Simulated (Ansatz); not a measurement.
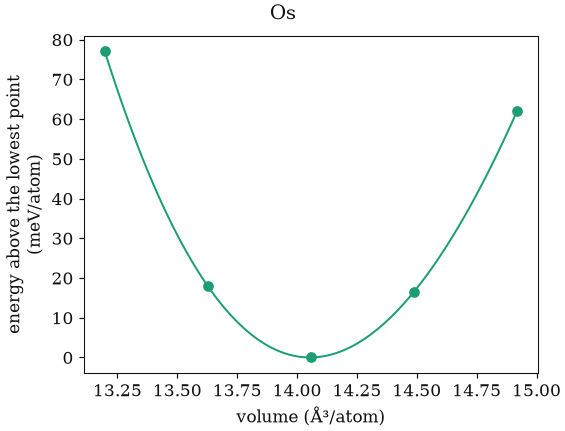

Figure. Energy above the lowest point against volume for Os, space group Fm-3m (No. 225) (one of a set of cubic test structures, which need not be the stable phase).

A third-order Birch–Murnaghan fit gives V0 = 14.05 Å³/atom, B0 = 419 GPa and B′ = 4.8. The energy above the lowest point is 77.0 meV/atom at volume 13.20 Å³/atom and 62.0 meV/atom at 14.92 Å³/atom; the lowest computed point is at volume 14.06 Å³/atom (0.0 meV/atom), and no other minimum shows among the points.

Calculation (Ansatz 0.2.0 development build): equation of state of a cubic crystal from periodic Kohn-Sham density functional theory without spin, third-order Birch-Murnaghan fit to the free energies; pressure corrected for the finite basis. Level: r2SCAN.

- structure type: fcc
- atoms in cell: 1
- space group number: 225
- lattice centring: face-centred primitive
- k mesh: 15×15×15
- occupation method: Fermi–Dirac
- occupation width: 0.1 eV
- wave cutoff: 720 eV
- datasets: hand-made PAW
- density tolerance: 1e−09 eV
- bands: 12
- density cutoff ratio: 4
- search for lower states: default
- xc grid level: 2

Limits of the calculation: cubic model structure, not the ambient form; modest k-mesh, values are not fully converged in k.
